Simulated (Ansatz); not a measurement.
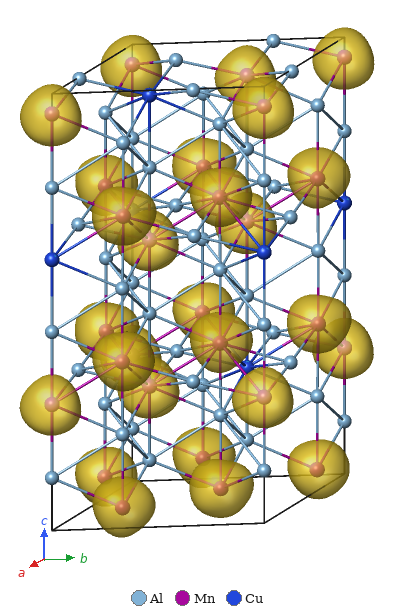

Figure 1: Mn5Al9Cu. Isosurfaces of the magnetisation density (up minus down) at +0.1 (yellow) and −0.1 e/Å³ (cyan), seen slightly off an axis. Sticks mark near contacts.

Space group R3; a structure from a database of computed crystals, not necessarily the ambient phase; spin-polarised.

These are results of DFT r2SCAN, scalar-relativistic, plane waves, PAW (Ansatz 0.2.0), not measurements.

```xyz
45
Lattice="6.2959 3.6350 0.0000 0.0000 -7.2699 0.0000 0.0000 0.0000 -15.2946" Properties=species:S:1:pos:R:3 pbc="T T T"
Al    4.1725   -4.8374   -5.0471
Al    2.0739   -1.2024  -10.1452
Al    6.2712   -1.2024  -15.2435
Al    2.1030   -1.2377   -5.0471
Al    0.0044   -4.8727  -10.1452
Al    4.2017    2.3973  -15.2435
Al    0.0204   -4.8298   -5.0471
Al    4.2177   -4.8297  -10.1452
Al    2.1190   -1.1948  -15.2435
Al    0.0178   -2.4192   -3.2890
Al    4.2151   -2.4192   -8.3871
Al    2.1164    1.2157  -13.4853
Al    4.1920   -2.4408   -3.2890
Al    2.0933    1.1942   -8.3871
Al    6.2906    1.1942  -13.4853
Al    2.0862   -6.0449   -3.2890
Al    6.2835    1.2251   -8.3871
Al    4.1848   -2.4099  -13.4853
Al    2.0986   -3.6350   -1.8578
Al    0.0000    0.0000   -6.9560
Al    4.1973    0.0000  -12.0543
Al    0.0000    0.0000   -1.8425
Al    4.1973    0.0000   -6.9407
Al    2.0986   -3.6350  -12.0388
Al    4.1973    0.0000   -1.8077
Al    2.0986   -3.6350   -6.9058
Al    0.0000    0.0000  -12.0041
Mn    0.0234   -2.4178   -0.7225
Mn    4.2207   -2.4178   -5.8207
Mn    2.1221    1.2171  -10.9190
Mn    4.1903   -2.4463   -0.7225
Mn    2.0917    1.1886   -5.8207
Mn    6.2889    1.1886  -10.9190
Mn    2.0822   -6.0407   -0.7225
Mn    6.2794    1.2292   -5.8207
Mn    4.1808   -2.4057  -10.9190
Cu    2.0986   -3.6350   -4.3889
Cu    0.0000    0.0000   -9.4872
Cu    4.1973    0.0000  -14.5854
Mn    0.0000    0.0000   -4.4159
Mn    4.1973    0.0000   -9.5142
Mn    2.0986   -3.6350  -14.6123
Mn    4.1973    0.0000   -4.3955
Mn    2.0986   -3.6350   -9.4937
Mn    0.0000    0.0000  -14.5918
```

Q: Which atoms carry the moments, and with what signs?

A: The spin density sits on Mn: +3.1 μB (×15) in one cell of 45 atoms, with smaller moments on other sites: Al (up to −0.09 μB): parallel main moments (a ferromagnetic arrangement) in this solution. The cell of the calculation (15 atoms) carries 14.8 μB of net spin moment.
